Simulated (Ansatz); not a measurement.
Consider this structure.

```cif
data_structure
_symmetry_space_group_name_H-M 'I m -3 m'
_symmetry_Int_Tables_number 229
_cell_length_a 8.8489
_cell_length_b 8.8489
_cell_length_c 8.8489
_cell_angle_alpha 90.000
_cell_angle_beta 90.000
_cell_angle_gamma 90.000
_cell_volume 692.89
loop_
_atom_site_label
_atom_site_type_symbol
_atom_site_symmetry_multiplicity
_atom_site_Wyckoff_symbol
_atom_site_fract_x
_atom_site_fract_y
_atom_site_fract_z
_atom_site_occupancy
Na1 Na 2 a 0.50000 0.50000 0.50000 1
```

Describe what this structure looks like.

Answer. The element is sodium. The cell holds one atom.

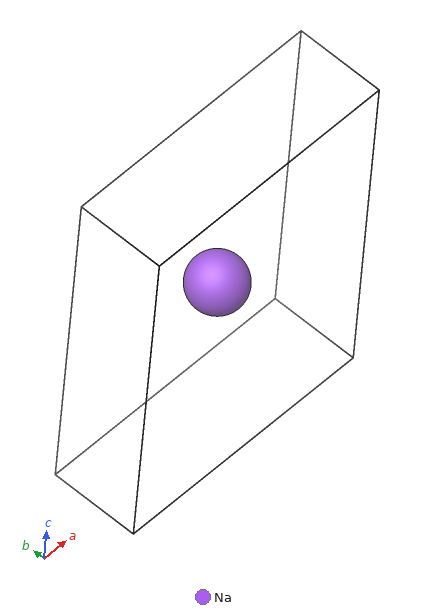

The image is a spheres-only drawing of a crystal, viewed slightly off an axis. One cell (the run's own, in a reduced setting) is framed, with atoms on its boundary repeated. Colours: sodium purple.

The structure was taken from a structure listed in the Materials Project. The cell was then strained or its atoms displaced on purpose. It went into a calculation with Ansatz.
